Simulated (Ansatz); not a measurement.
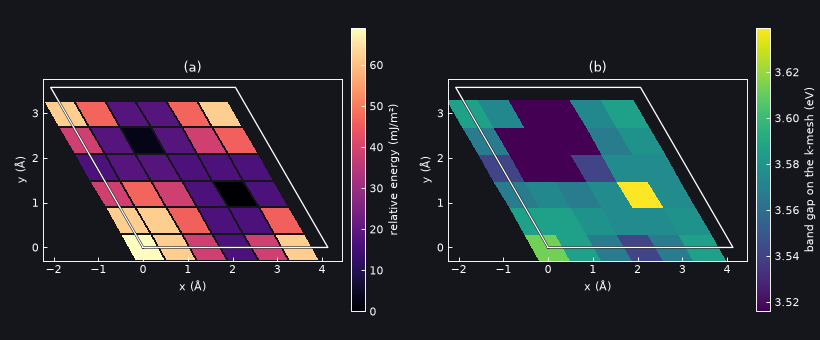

A bilayer of two MgI₂ sheets (1T type) (6 atoms in the cell). The upper layer of a bilayer is slid over the lower one; relaxed at each slide: the heights of all atoms; the origin of the map has I4 above I3. Places are given modulo a cell vector. The map is drawn in real space over the plane of the slide. The grid has 6 × 6 points; 10 points were computed and 26 follow by symmetry. Energies are in mJ/m², from the lowest grid point. Computed with DFT PBE+D3(BJ), scalar-relativistic, plane waves, PAW in Ansatz. Settings: cutoff 420 eV, k-mesh 9×9×1, gaussian smearing 0.05 eV, no spin polarisation.

Panel (a) is the energy and panel (b) the computed band gap on the k-mesh on the same grid.

In the figure: one coloured cell a grid point, the outline of one cell of the plane.

### How does the band gap on the k-mesh vary over the map, and what is it at the lowest grid point?

It runs from 3.52 eV at (2/6, 4/6) of the cell vectors to 3.64 eV at (4/6, 2/6) of the cell vectors. At the lowest grid point, (4/6, 2/6) of the cell vectors, it is 3.64 eV.
